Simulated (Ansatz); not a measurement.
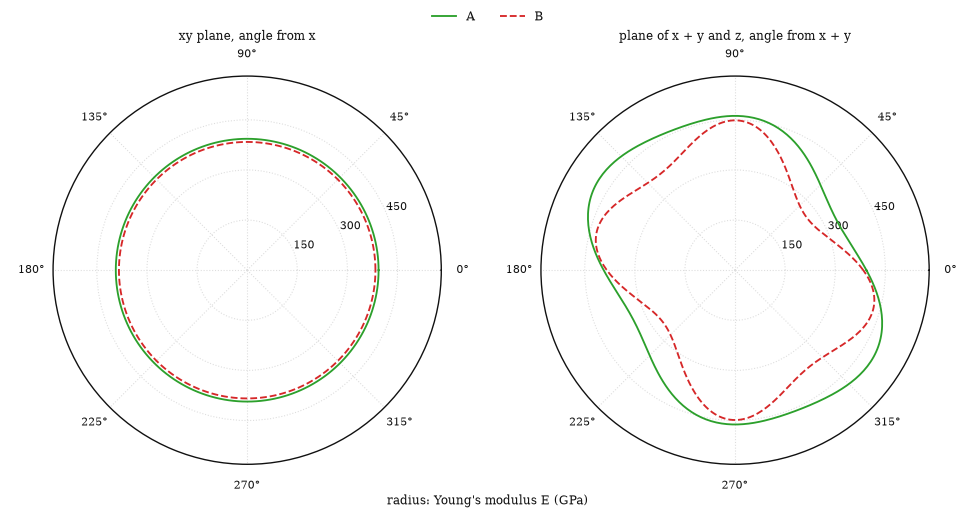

The figure compares two calculations of the directional Young's modulus. The first is for Ta₂C, space group P-3m1 (No. 164).

Structure:
```yaml
crystal:
  lattice:
    - [3.09588, 0.00000, 0.00000]
    - [-1.54794, 2.68111, 0.00000]
    - [0.00000, 0.00000, 4.92020]
  atoms:
    - { symbol: Ta, position: [0.33333, 0.66667, 0.25283] }
    - { symbol: Ta, position: [0.66667, 0.33333, 0.74717] }
    - { symbol: C, position: [0.00000, 0.00000, 0.00000] }
```

Computed with Ansatz 0.2.0: elastic stress-strain coefficients at zero temperature from small strains of the given cell, Voigt order xx yy zz yz xz xy, Cartesian axes of the cell vectors; plane waves with PAW datasets, Γ-centred k mesh. Level: PBEsol, no spin polarisation.

```
         setting        value
     wave cutoff       420 eV
          k mesh     18×18×10
     occupations  Fermi–Dirac
  smearing width      0.15 eV
            ions      relaxed
strain amplitude        0.005
```

In the second, the ions are clamped in the strained cells instead of relaxed. The second calculation uses k mesh 18×18×8.

**Which of A and B is the second calculation, and what did the change do?**

A. The bulk modulus rises from 270.2 to 289.6 GPa (+7.2 %), the shear modulus rises from 143.7 to 168.1 GPa (+17 %), the least Young's modulus over all directions rises from 249.8 to 318.7 GPa (+28 %) and the largest rises from 472.9 to 538.0 GPa (+14 %).

For both, limits of the calculation: metal sensitive to the k mesh.
